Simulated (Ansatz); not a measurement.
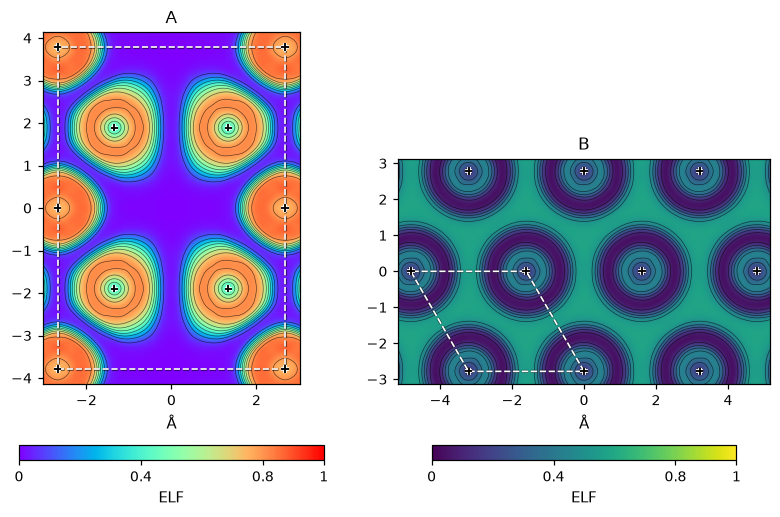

The electron localisation function of 2 systems, each on a plane through atoms (crosses mark nuclei in the plane).

Theory: Ansatz, DFT PBE, scalar-relativistic, plane waves, PAW.

System 1: Mg, the (001) plane of the conventional cell. Space group P6₃/mmc; a structure from a database of computed crystals, not necessarily the ambient phase.

```cif
data_structure
_symmetry_space_group_name_H-M 'P 1'
_symmetry_Int_Tables_number 1
_cell_length_a 3.2098
_cell_length_b 3.2098
_cell_length_c 10.3183
_cell_angle_alpha 90.000
_cell_angle_beta 90.000
_cell_angle_gamma 120.000
_cell_volume 92.06
loop_
_atom_site_label
_atom_site_type_symbol
_atom_site_fract_x
_atom_site_fract_y
_atom_site_fract_z
_atom_site_occupancy
Mg1 Mg 0.00000 0.00000 0.00000 1
Mg2 Mg 0.33333 0.66667 0.25000 1
Mg3 Mg 0.00000 0.00000 0.50000 1
Mg4 Mg 0.66667 0.33333 0.75000 1
```

System 2: CaF₂, the (101) plane of the conventional cell. Space group Fm-3m; computed pressure about 8 GPa in this cell.

```cif
data_structure
_symmetry_space_group_name_H-M 'P 1'
_symmetry_Int_Tables_number 1
_cell_length_a 5.3567
_cell_length_b 5.3567
_cell_length_c 5.3567
_cell_angle_alpha 90.000
_cell_angle_beta 90.000
_cell_angle_gamma 90.000
_cell_volume 153.71
loop_
_atom_site_label
_atom_site_type_symbol
_atom_site_fract_x
_atom_site_fract_y
_atom_site_fract_z
_atom_site_occupancy
Ca1 Ca 0.00000 0.00000 0.00000 1
Ca2 Ca 0.50000 0.50000 0.00000 1
Ca3 Ca 0.50000 0.00000 0.50000 1
Ca4 Ca 0.00000 0.50000 0.50000 1
F1 F 0.25000 0.25000 0.25000 1
F2 F 0.75000 0.75000 0.25000 1
F3 F 0.75000 0.25000 0.75000 1
F4 F 0.25000 0.75000 0.75000 1
F5 F 0.75000 0.25000 0.25000 1
F6 F 0.25000 0.75000 0.25000 1
F7 F 0.25000 0.25000 0.75000 1
F8 F 0.75000 0.75000 0.75000 1
```

Match each panel to its system.

Answer. Panel A is system 2, CaF₂: the plane holds Ca and F. Ca–F (2.32 Å): the ELF is about 0.05 at the midpoint (a largely ionic contact). Panel B is system 1, Mg: the plane holds Mg.
